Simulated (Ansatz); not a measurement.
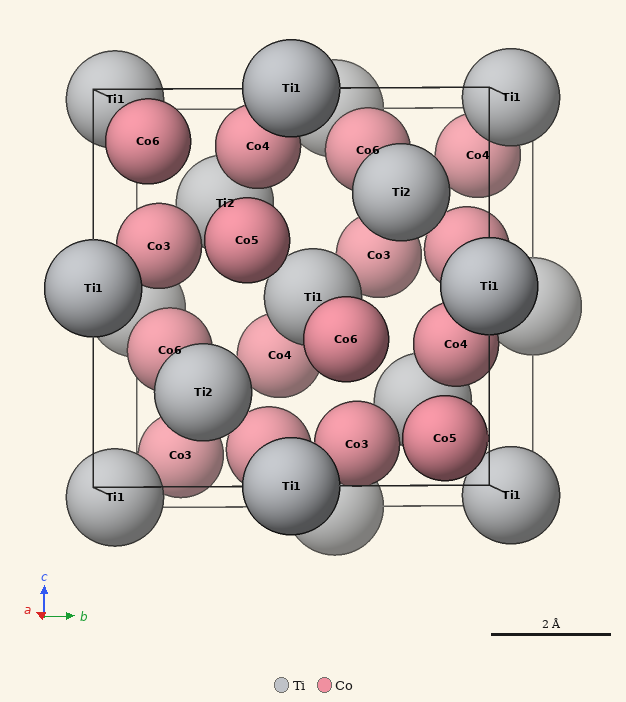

The structure as given in the input (spheres-only view of the cell 4 times as large as that of the calculation, set on its symmetry axes, seen at an oblique angle; atoms are numbered from 1 in the order of the input). An atom can appear more than once, as a periodic image.

Run report: TiCo2, geometry relaxation (part 1 of 3)

The run: geometry relaxation of TiCo2 (Fd-3m, 6 atoms in the cell). Method and program: DFT LDA, scalar-relativistic, plane waves, PAW, spin-polarised (Ansatz 0.2.0).

The structure derives from an entry of the Crystallography Open Database. Figures and captions count atoms from 1; the log counts them from 0 in places.

**What the program printed**
```
Engine: ansatz 0.2.0, x86_64-unknown-linux-gnu
Pseudopotentials: kind: paw
Pseudopotential: Ti, paw, valence charge 12, recommended cutoff 420 eV (normal), Ti.paw.azcp
Pseudopotential: Co, paw, valence charge 17, recommended cutoff 420 eV (normal), Co.paw.azcp
Functional definition: SPW92
  exchange = slater_x
  correlation = pw_c
Crystal: 6 atoms, lattice volume = 75.326 Å³
Basis set: ecut = 420 eV, 1459 PW (Γ)
Bands: 56, of which v1, the nominal top of the filled ones, is band 46 counted from 1 (45 counted from 0)
Symmetry: 48 space group operations
Space group: Fd-3m (ITA 227), of the structure as read, at distance tolerance 4.2e-5 Å
Magnetic group: BNS 227.128 (UNI 1630), of the structure as read, at distance tolerance 4.2e-5 Å
k-points: 16 of 216
Non-local potential: Ti, projectors of the file, l = 0: 3, l = 1: 2, l = 2: 3, l = 3: 1
Non-local potential: Co, projectors of the file, l = 0: 3, l = 1: 2, l = 2: 3, l = 3: 1
PAW form: soft (Blöchl's): semilocal exchange-correlation on the pseudo side does not see the compensation charge
PAW frozen core: Ti, regenerated for the run's functional, and the local potential with it (the file was generated under x = pbe(κ = 0.804, μ = 0.2195149727645171), c = pbe(β = 0.06672455060314922))
PAW frozen core: Co, regenerated for the run's functional, and the local potential with it (the file was generated under x = pbe(κ = 0.804, μ = 0.2195149727645171), c = pbe(β = 0.06672455060314922))
PAW one-centre angular grid: Ti, 590 points (default); XC on 64 Gauss nodes
PAW one-centre angular grid: Co, 590 points (default); XC on 64 Gauss nodes
Initial density: superposition of atomic densities (chi_scale 0.1, normalization cell)
Starting moments: Σ|m| = 0.54 μB on 6 of 6 sites
Initial wavefunctions: pseudopotential atomic-orbital guess
Functional: x = slater, c = lda
SCF iter   1: F=—  HF=-25153.464300 eV  |F-HF|=—  |Δ(HF+E_count)|=         —  Δρ=6.15e-2 (↑5.75e-2 ↓6.15e-2)  dr2=7.31e0  dr2_m=4.54e-3  M=0.464 μB ∫|m|=0.553 μB  β_m=0.30  ethr=3.10e-3  ⟨swp⟩=3.6  Hψ=5084  notcnv=0
Mixer restart at iter 1: flushing history
preconditioner: auto → Kerker (q_TF=auto, 2.821 Å⁻¹)  [metal: Δε(μ)=0.005 eV  Ē_g=4.156 eV  σ=0.100 eV  W_gap=0.03  n_scr=26 (ndim 8)  ℏωp=28.4 eV  f_vac=0.000  D(μ)=10.47/eV (n_scr^D=168)]
spin=Collinear: Kerker preconditioning applied to the charge; magnetization (m = ρ↑ − ρ↓) channel mixes plain (no charge-response kernel on spin).
SCF iter   2: F=—  HF=-25150.549693 eV  |F-HF|=—  |Δ(HF+E_count)|=    2.91e0  Δρ=2.48e-2 (↑2.43e-2 ↓2.48e-2)  dr2=3.41e0  dr2_m=2.36e-3  M=0.445 μB ∫|m|=0.554 μB  β_m=0.36  ethr=3.10e-3  ⟨swp⟩=2.0  Hψ=2968  notcnv=0  defer=90
SCF iter   3: F=—  HF=-25151.683968 eV  |F-HF|=—  |Δ(HF+E_count)|=    1.13e0  Δρ=1.85e-2 (↑1.85e-2 ↓1.80e-2)  dr2=2.38e0  dr2_m=1.04e-3  M=0.439 μB ∫|m|=0.555 μB  β_m=0.68  ethr=3.10e-3  ⟨swp⟩=2.0  Hψ=2020  notcnv=0  defer=94
SCF iter   4: F=—  HF=-25153.613801 eV  |F-HF|=—  |Δ(HF+E_count)|=    1.93e0  Δρ=1.38e-2 (↑1.36e-2 ↓1.38e-2)  dr2=7.62e-1  dr2_m=5.16e-5  M=0.413 μB ∫|m|=0.557 μB  β_m=0.75  ethr=2.59e-3  ⟨swp⟩=3.1  Hψ=2865  notcnv=0  defer=92
SCF iter   5: F=—  HF=-25153.569067 eV  |F-HF|=—  |Δ(HF+E_count)|=   4.47e-2  Δρ=1.03e-2 (↑1.03e-2 ↓9.83e-3)  dr2=1.95e-1  dr2_m=6.28e-5  M=0.394 μB ∫|m|=0.553 μB  β_m=0.88  ethr=8.28e-4  ⟨swp⟩=2.5  Hψ=2876  notcnv=0  defer=80
SCF iter   6: F=—  HF=-25153.632646 eV  |F-HF|=—  |Δ(HF+E_count)|=         —  Δρ=2.93e-3 (↑2.93e-3 ↓1.74e-3)  dr2=6.65e-3  dr2_m=3.56e-4  M=0.367 μB ∫|m|=0.536 μB  β_m=0.88  ethr=2.12e-4  ⟨swp⟩=2.2  Hψ=2716  notcnv=0  defer=80
Mixer restart at iter 6: flushing history
SCF iter   7: F=—  HF=-25153.637525 eV  |F-HF|=—  |Δ(HF+E_count)|=   4.88e-3  Δρ=4.28e-3 (↑3.49e-3 ↓4.28e-3)  dr2=2.39e-2  dr2_m=1.20e-4  M=0.356 μB ∫|m|=0.526 μB  β_m=0.88  ethr=7.23e-6  ⟨swp⟩=2.0  Hψ=3520  notcnv=0  defer=80
SCF iter   8: F=—  HF=-25153.631643 eV  |F-HF|=—  |Δ(HF+E_count)|=   5.88e-3  Δρ=6.85e-4 (↑4.60e-4 ↓6.85e-4)  dr2=7.12e-4  dr2_m=2.46e-5  M=0.357 μB ∫|m|=0.525 μB  β_m=0.88  ethr=7.23e-6  ⟨swp⟩=2.0  Hψ=3505  notcnv=0  defer=80
SCF iter   9: F=—  HF=-25153.631559 eV  |F-HF|=—  |Δ(HF+E_count)|=   8.46e-5  Δρ=9.70e-4 (↑9.70e-4 ↓4.84e-4)  dr2=2.19e-4  dr2_m=3.56e-4  M=0.338 μB ∫|m|=0.500 μB  β_m=0.94  ethr=7.74e-7  ⟨swp⟩=2.2  Hψ=3088  notcnv=0  defer=80
SCF iter  10: F=—  HF=-25153.631622 eV  |F-HF|=—  |Δ(HF+E_count)|=   6.37e-5  Δρ=9.54e-4 (↑9.54e-4 ↓3.16e-4)  dr2=2.43e-4  dr2_m=2.47e-4  M=0.325 μB ∫|m|=0.480 μB  β_m=0.97  ethr=2.38e-7  ⟨swp⟩=2.0  Hψ=2505  notcnv=0  defer=80
SCF iter  11: F=—  HF=-25153.631583 eV  |F-HF|=—  |Δ(HF+E_count)|=   3.96e-5  Δρ=7.45e-4 (↑4.58e-4 ↓7.45e-4)  dr2=8.20e-5  dr2_m=2.43e-4  M=0.309 μB ∫|m|=0.455 μB  β_m=0.34  ethr=2.38e-7  ⟨swp⟩=2.0  Hψ=2803  notcnv=0  defer=80
SCF iter  12: F=-25153.631522 eV  HF=-25153.631575 eV  |F-HF|=5.24e-5  |Δ(HF+E_count)|=   8.01e-6  Δρ=4.88e-4 (↑3.40e-4 ↓4.88e-4)  dr2=3.35e-5  dr2_m=1.15e-4  M=0.295 μB ∫|m|=0.432 μB  β_m=0.99  ethr=8.92e-8  ⟨swp⟩=1.5  Hψ=2142  notcnv=0  defer=80
SCF iter  13: F=-25153.631561 eV  HF=-25153.631569 eV  |F-HF|=7.90e-6  |Δ(HF+E_count)|=   5.57e-6  Δρ=3.83e-4 (↑3.83e-4 ↓3.31e-4)  dr2=3.04e-6  dr2_m=8.78e-5  M=0.285 μB ∫|m|=0.417 μB  β_m=0.14  ethr=3.64e-8  ⟨swp⟩=2.2  Hψ=2690  notcnv=0  defer=80
SCF iter  14: F=-25153.631555 eV  HF=-25153.631568 eV  |F-HF|=1.30e-5  |Δ(HF+E_count)|=   9.37e-7  Δρ=3.24e-4 (↑3.24e-4 ↓2.11e-4)  dr2=1.49e-5  dr2_m=4.86e-5  M=0.277 μB ∫|m|=0.406 μB  β_m=0.41  ethr=3.31e-9  ⟨swp⟩=2.0  Hψ=2904  notcnv=0  defer=80
SCF iter  15: F=-25153.631569 eV  HF=-25153.631573 eV  |F-HF|=3.70e-6  |Δ(HF+E_count)|=   4.88e-6  Δρ=1.75e-4 (↑1.75e-4 ↓9.35e-5)  dr2=1.05e-5  dr2_m=1.17e-5  M=0.238 μB ∫|m|=0.344 μB  β_m=0.85  ethr=3.31e-9  ⟨swp⟩=3.0  Hψ=3794  notcnv=0  defer=80
SCF iter  16: F=-25153.631574 eV  HF=-25153.631578 eV  |F-HF|=4.52e-6  |Δ(HF+E_count)|=   5.13e-6  Δρ=5.39e-5 (↑5.39e-5 ↓4.06e-5)  dr2=8.58e-6  dr2_m=1.95e-7  M=0.203 μB ∫|m|=0.292 μB  β_m=0.93  ethr=3.31e-9  ⟨swp⟩=3.0  Hψ=3670  notcnv=0  defer=80
SCF iter  17: F=-25153.631579 eV  HF=-25153.631579 eV  |F-HF|=4.84e-7  |Δ(HF+E_count)|=   1.40e-6  Δρ=1.66e-5 (↑1.66e-5 ↓1.37e-5)  dr2=7.13e-7  dr2_m=6.74e-9  M=0.197 μB ∫|m|=0.283 μB  β_m=0.96  ethr=3.31e-9  ⟨swp⟩=2.0  Hψ=2510  notcnv=0  defer=80
SCF iter  18: F=-25153.631579 eV  HF=-25153.631579 eV  |F-HF|=4.81e-8  |Δ(HF+E_count)|=   2.48e-8  Δρ=4.74e-6 (↑4.74e-6 ↓4.05e-6)  dr2=9.25e-8  dr2_m=9.92e-11  M=0.194 μB ∫|m|=0.279 μB  β_m=0.96  ethr=7.75e-10  ⟨swp⟩=2.0  Hψ=2477  notcnv=0  defer=80
SCF iter  19: F=-25153.631579 eV  HF=-25153.631579 eV  |F-HF|=2.98e-8  |Δ(HF+E_count)|=   1.71e-8  Δρ=3.98e-6 (↑3.73e-6 ↓3.98e-6)  dr2=3.86e-8  dr2_m=3.78e-11  M=0.194 μB ∫|m|=0.280 μB  β_m=0.94  ethr=1.01e-10  ⟨swp⟩=2.0  Hψ=2434  notcnv=0  defer=80
SCF iter  20: F=-25153.631579 eV  HF=-25153.631579 eV  |F-HF|=6.44e-8  |Δ(HF+E_count)|=   2.58e-9  Δρ=4.28e-6 (↑3.92e-6 ↓4.28e-6)  dr2=6.99e-8  dr2_m=3.88e-11  M=0.195 μB ∫|m|=0.280 μB  ethr=4.20e-11  ⟨swp⟩=7.9  Hψ=6253  notcnv=0
at 1 of the mixer's solves, the last at iteration 11, it left a direction of its history that read negative out of its fit and stepped the other way along it
SCF 1 converged in 20 iterations: F = -25153.631579 eV  dr2 = 6.99e-8
  greatest PAW one-centre occupation: 1.001 electrons in one spin orbital (limit 2), on the Co atom at site 5 (counted from 0), in its partial waves of l = 1
relax step   1: F+E_penalty+E_count = -25153.63157937 eV  Δ(F+E_penalty+E_count) = +0.000e0 eV  max|allowed force component| = 8.866e-18 eV/Å  Δτ_max = 0.0000 Å  P = -19.803 GPa  Ω = 75.326 Å³  (20 SCF iters, dr2 threshold 1.00e-7 eV, accepted)
Crystal: 6 atoms, lattice volume = 69.371 Å³
Basis set: ecut = 420 eV, 1363 PW (Γ)
Initial density: handed on by an earlier stage of this run
Starting moments: Σ|m| = 0.54 μB on 6 of 6 sites; this step starts from the density that it was given
Initial wavefunctions: those handed on with the density
iter 1 solved again at ethr=2.11e-4 eV; its pass at ethr=3.10e-3 eV (dr2=1.94e-1 eV) is discarded
SCF iter   1: F=—  HF=-25154.127895 eV  |F-HF|=—  |Δ(HF+E_count)|=         —  Δρ=1.24e-2 (↑1.24e-2 ↓9.26e-3)  dr2=2.09e-1  dr2_m=1.94e-3  M=0.162 μB ∫|m|=0.217 μB  β_m=0.30  ethr=2.11e-4  ⟨swp⟩=1.0  Hψ=7154  notcnv=0
preconditioner: auto → Kerker (q_TF=auto, 2.860 Å⁻¹)  [metal: Δε(μ)=0.015 eV  Ē_g=10.473 eV  σ=0.100 eV  W_gap=0.08  n_scr=26 (ndim 8)  ℏωp=33.4 eV  f_vac=0.000  D(μ)=9.31/eV (n_scr^D=136)]
spin=Collinear: Kerker preconditioning applied to the charge; magnetization (m = ρ↑ − ρ↓) channel mixes plain (no charge-response kernel on spin).
SCF iter   2: F=—  HF=-25154.056751 eV  |F-HF|=—  |Δ(HF+E_count)|=   7.11e-2  Δρ=3.07e-3 (↑3.07e-3 ↓2.72e-3)  dr2=1.85e-2  dr2_m=5.51e-4  M=0.170 μB ∫|m|=0.228 μB  β_m=0.32  ethr=2.11e-4  ⟨swp⟩=2.0  Hψ=2756  notcnv=0
SCF iter   3: F=—  HF=-25154.069046 eV  |F-HF|=—  |Δ(HF+E_count)|=   1.23e-2  Δρ=2.62e-3 (↑1.89e-3 ↓2.62e-3)  dr2=1.06e-2  dr2_m=5.86e-4  M=0.159 μB ∫|m|=0.215 μB  β_m=0.66  ethr=2.01e-5  ⟨swp⟩=2.2  Hψ=2348  notcnv=0
SCF iter   4: F=—  HF=-25154.095116 eV  |F-HF|=—  |Δ(HF+E_count)|=   2.61e-2  Δρ=3.34e-3 (↑1.62e-3 ↓3.34e-3)  dr2=1.44e-2  dr2_m=5.32e-4  M=0.129 μB ∫|m|=0.178 μB  β_m=0.83  ethr=1.15e-5  ⟨swp⟩=2.0  Hψ=2708  notcnv=0
SCF iter   5: F=—  HF=-25154.099186 eV  |F-HF|=—  |Δ(HF+E_count)|=   4.07e-3  Δρ=2.26e-3 (↑2.26e-3 ↓1.12e-3)  dr2=5.56e-3  dr2_m=2.32e-4  M=0.082 μB ∫|m|=0.114 μB  β_m=0.91  ethr=1.15e-5  ⟨swp⟩=2.0  Hψ=2792  notcnv=0
SCF iter   6: F=—  HF=-25154.100370 eV  |F-HF|=—  |Δ(HF+E_count)|=   1.18e-3  Δρ=2.13e-3 (↑2.13e-3 ↓1.06e-3)  dr2=4.66e-3  dr2_m=1.91e-4  M=0.074 μB ∫|m|=0.103 μB  β_m=0.96  ethr=6.04e-6  ⟨swp⟩=1.7  Hψ=2164  notcnv=0
SCF iter   7: F=—  HF=-25154.100004 eV  |F-HF|=—  |Δ(HF+E_count)|=   3.66e-4  Δρ=9.46e-4 (↑9.46e-4 ↓3.49e-4)  dr2=1.78e-4  dr2_m=2.62e-4  M=0.055 μB ∫|m|=0.078 μB  β_m=0.94  ethr=5.06e-6  ⟨swp⟩=2.0  Hψ=2334  notcnv=0
SCF iter   8: F=—  HF=-25154.099941 eV  |F-HF|=—  |Δ(HF+E_count)|=   6.37e-5  Δρ=3.93e-4 (↑3.93e-4 ↓3.67e-4)  dr2=2.32e-5  dr2_m=8.61e-5  M=0.029 μB ∫|m|=0.041 μB  β_m=0.99  ethr=1.93e-7  ⟨swp⟩=1.8  Hψ=2296  notcnv=0
SCF iter   9: F=—  HF=-25154.099954 eV  |F-HF|=—  |Δ(HF+E_count)|=   1.35e-5  Δρ=7.01e-5 (↑7.01e-5 ↓3.56e-5)  dr2=4.74e-6  dr2_m=2.16e-7  M=0.003 μB ∫|m|=0.005 μB  β_m=0.99  ethr=2.53e-8  ⟨swp⟩=2.1  Hψ=2997  notcnv=0
SCF iter  10: F=—  HF=-25154.099954 eV  |F-HF|=—  |Δ(HF+E_count)|=   5.22e-7  Δρ=4.68e-5 (↑1.42e-5 ↓4.68e-5)  dr2=8.07e-7  dr2_m=5.69e-7  M=0.002 μB ∫|m|=0.003 μB  β_m=1.00  ethr=5.16e-9  ⟨swp⟩=2.0  Hψ=2331  notcnv=0
SCF iter  11: F=—  HF=-25154.099954 eV  |F-HF|=—  |Δ(HF+E_count)|=   4.69e-8  Δρ=8.15e-6 (↑8.15e-6 ↓5.52e-6)  dr2=1.18e-7  dr2_m=1.35e-9  M=-0.000 μB ∫|m|=0.000 μB  β_m=1.00  ethr=8.78e-10  ⟨swp⟩=2.0  Hψ=2314  notcnv=0
SCF iter  12: F=-25154.099954 eV  HF=-25154.099954 eV  |F-HF|=8.26e-8  |Δ(HF+E_count)|=   4.26e-9  Δρ=5.42e-6 (↑5.25e-6 ↓5.42e-6)  dr2=9.48e-8  dr2_m=9.01e-12  M=-0.000 μB ∫|m|=0.000 μB  ethr=1.29e-10  ⟨swp⟩=4.1  Hψ=5593  notcnv=0
WARN: the starting moments were not kept: the SCF closed with an absolute magnetisation of 7.5e-5 μB, where they sum to 0.54 μB in size (6 sites). That is at most 0.1 of that sum. Measured as dr2_m measures the in/out step, that magnetisation stands 3.0e-9 eV from none, at or under the dr2_threshold of 6.0e-7 eV: it is no larger than a step whose dr2_m would equal this threshold. The system may hold no moment; this SCF shows only that its start led to no more than that. This SCF took its magnetisation from the state that an earlier stage of the run handed on, and the starting moments (crystal.atoms[].spin, magnetization.per_species, magnetization.initial_magnetization, or on a non-collinear deck that types none of these the spinor_matrix: blocks that start its atoms; where the total moment is fixed, keep their sum and leave initial_magnetization as it is) reach it only through that state. Under a hybrid functional, moments that its semilocal warm-up loses can be held through it (magnetization.spin_locking: {lock_spins: true, release_at_the_exchange_loop: true}, refused in a deck that types no crystal.atoms[].spin or magnetization.per_species, and beside md: or magnetic_configurations:, beside output.atomic_orbital_hamiltonian at one k-point under exchange of full range, and beside output.current_voltage). To try another start, change the starting moments or, where the run itself opened from a saved state (the deck's checkpoint.read, a session's seed or a resume), run it without that state.
SCF 2 converged in 12 iterations: F = -25154.099954 eV  dr2 = 9.48e-8
```
